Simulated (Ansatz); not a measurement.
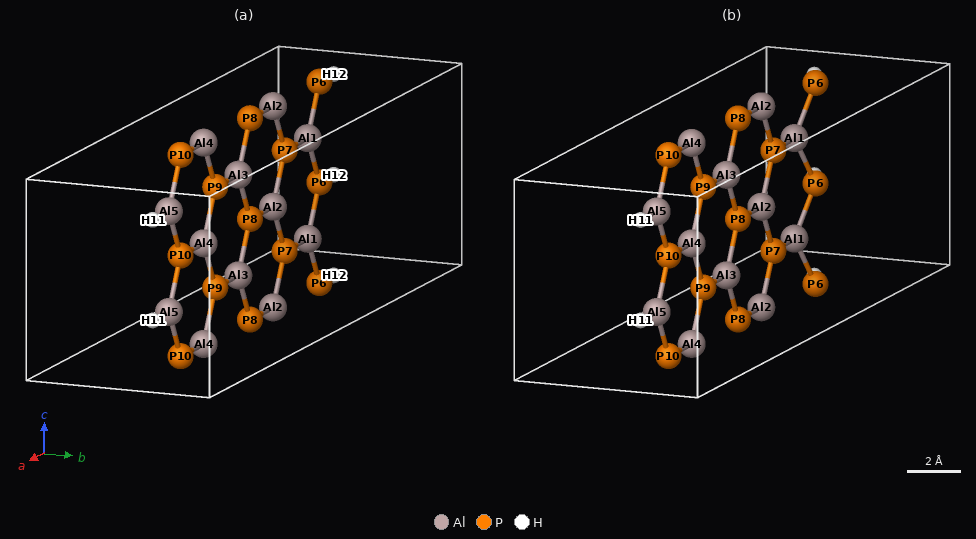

The structure of a wire of composition Al5P5H2 before (left) and after (right) a relaxation, at one scale.

The picture is a ball-and-stick view of the 2 repeat of the cell, with the vacuum cut short, seen slightly off an axis.

Case: zigzag ribbon, 5 formula units a period, edges capped with H, edge spins opposed.

Level of theory: DFT PBE, scalar-relativistic, plane waves, PAW (Ansatz 0.2.0).

Input file:
```yaml
crystal:
  lattice:
    - [26.8, 0.0, 0.0]
    - [0.0, 9.3, 0.0]
    - [0.0, 0.0, 3.9395179293]
  atoms:
    - { symbol: Al, position: [0.2632528089, 0.4998657827, 0.5] }
    - { symbol: Al, position: [0.3905558912, 0.4998657827, 0.0] }
    - { symbol: Al, position: [0.5178589734, 0.4998657827, 0.5] }
    - { symbol: Al, position: [0.6451620557, 0.4998657827, 1.0] }
    - { symbol: Al, position: [0.772465138, 0.4998657827, 0.5], spin: -1.0 }
    - { symbol: P, position: [0.2208184481, 0.5001342173, 1.0], spin: 1.0 }
    - { symbol: P, position: [0.3481215304, 0.5001342173, 0.5] }
    - { symbol: P, position: [0.4754246127, 0.5001342173, 0.0] }
    - { symbol: P, position: [0.602727695, 0.5001342173, 0.5] }
    - { symbol: P, position: [0.7300307773, 0.5001342173, 0.0] }
    - { symbol: H, position: [0.8321665946, 0.5000546148, 0.5] }
    - { symbol: H, position: [0.1678334054, 0.4999666288, 0.0] }
basis:
  ecutwfc: 420
kpoints:
  mp_grid: { grid: [1, 1, 14] }
hamiltonian:
  xc: pbe
scf:
  occupations: { method: gaussian, width: 0.05 }
output:
  forces: true
  stress: true
  eigenvalues: true
  populations: true
  write_density: true
  write_potential: true
  elf: true
  volumetric_format: npy
magnetization:
  spin_polarized: true
relax:
  adjacent_minimum: "off"
  f_tol: 0.02
  max_steps: 45
  cell: { fix: [a, b, alpha, beta, gamma], stress_tol: 0.03 }
```

Launched with:
```bash
ansatz run input.yaml --threads 4 --pin off --max-ram 11264MiB --backend cpu --events-out ev --progress --plain --runs-dir out
```

What changed between the two?

The run was cut off at its time limit before the relaxation converged, so the last structure is only a point on the way. After 8 geometry steps the energy has fallen by 0.144 eV per cell of the calculation. The largest force component goes from 0.52 to 0.28 eV/Å. The atom that moves furthest relative to the centre of the atoms is P6 (0.35 Å). By element the largest moves are P 0.35 Å, H 0.28 Å, Al 0.07 Å. Along the periodic axis the drawn cell goes c 7.879 → 7.866 Å (−0.2 %). Some distances before and after: P6–H12 1.420 → 1.432 Å, Al1–P6 2.274 → 2.286 Å, Al5–H11 1.600 → 1.589 Å. Bond angles that change, for instance: Al1–P6–H12 120.0° → 111.0°. The program noted that the starting moments weren't kept.
